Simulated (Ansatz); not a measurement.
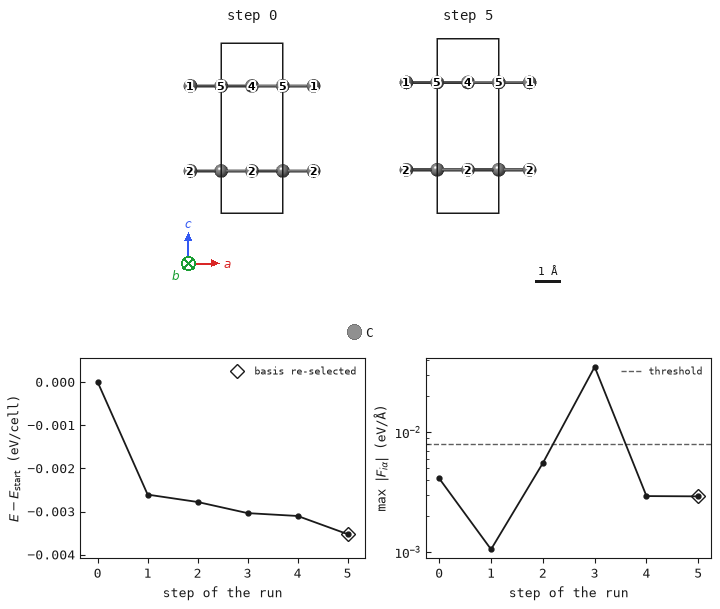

First and last geometry of a relaxation of a crystal of C (set up in Cmme), with the history of the run. A ball-and-stick model of the cell of the calculation, seen along the b axis.

Case: biaxial strain in the a-b plane of +3.0 %; c and atoms relaxed.

These are results of DFT r2SCAN, scalar-relativistic, plane waves, PAW (Ansatz), not measurements. (plane-wave cutoff 500 eV; k-point mesh 14 × 8 × 6; occupations gaussian; smearing width 0.1 eV; no spin polarisation; cell relaxed at fixed a, b, gamma; force threshold 0.008 eV/Å; at most 40 steps)

**What do the curves and the structures tell?**

It converged. No atom moves by more than 0.005 Å relative to the cell. Cell: a unchanged at 2.530 Å, b unchanged at 4.381 Å, c 6.987 → 7.178 Å (+2.7 %). Volume +2.7 %. The space group stays Fmmm (No. 69). After 4 accepted moves (5 points after the start) the energy has fallen by 3.5 meV per cell of the calculation. Largest force component: 0.0041 eV/Å at the start, 0.0029 eV/Å at the end. Pressure: −21.25 GPa at the start and −20.83 GPa at the end. At 1 point the geometry stayed and the basis and grid were re-selected for the new cell (energy shift of 0.4 meV per cell of the calculation at most each time).

```
step  E − E(0), meV/atom  largest force component, eV/Å  pressure, GPa  volume, Å³/atom                      note
   0                0.00                         0.0041         -21.25            9.680                          
   1               -0.33                         0.0011         -21.02            9.825                          
   2               -0.35                         0.0055         -20.85            9.932                          
   3               -0.38                         0.0352         -20.83            9.942                          
   4               -0.39                         0.0029         -20.83            9.944                          
   5               -0.44                         0.0029         -20.83            9.944  same geometry, new basis
```

Limits of the set-up: layers or molecules are held without a dispersion correction, so their spacing is unreliable.
